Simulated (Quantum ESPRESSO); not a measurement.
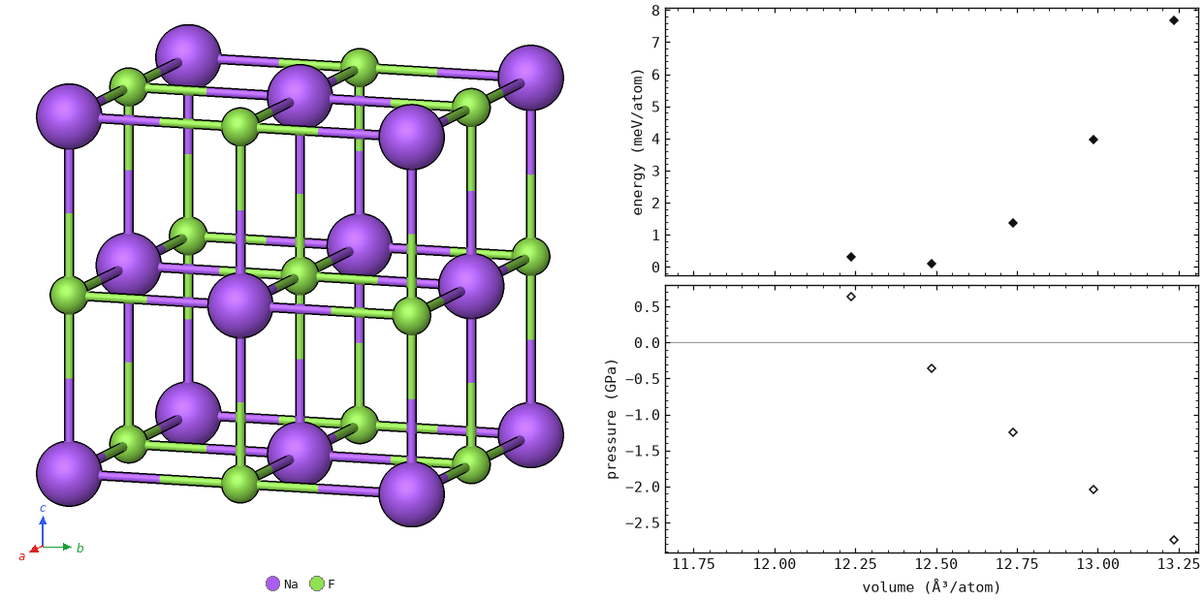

Plotted: energy and pressure against volume for NaF, space group Fm-3m (No. 225). The conventional cell is drawn beside the plot.

Cell as given: a = 3.281 Å, b = 3.281 Å, c = 3.281 Å, α = 60.00°, β = 60.00°, γ = 60.00°; 2 atoms.

How it was computed, with Quantum ESPRESSO 7.5: plane-wave DFT, no spin polarisation; energies at scaled volumes of the given cell, shape and fractions fixed, counted from the fit's minimum, third-order Birch-Murnaghan fit. Level: PBEsol.

k mesh 10×10×10; occupations Fermi–Dirac; smearing width 0.05 eV; potentials PseudoDojo 0.4.1 SR PBEsol standard; wave cutoff 1197 eV; density cutoff 4789 eV.

The points at volume 11.74 Å³/atom and 11.99 Å³/atom are left out of the plot. What values does the calculation give there?

| volume (Å³/atom) | energy (meV/atom) | pressure (GPa) |
| --- | --- | --- |
| 11.74 | 5.81 | 2.99 |
| 11.99 | 2.14 | 1.74 |
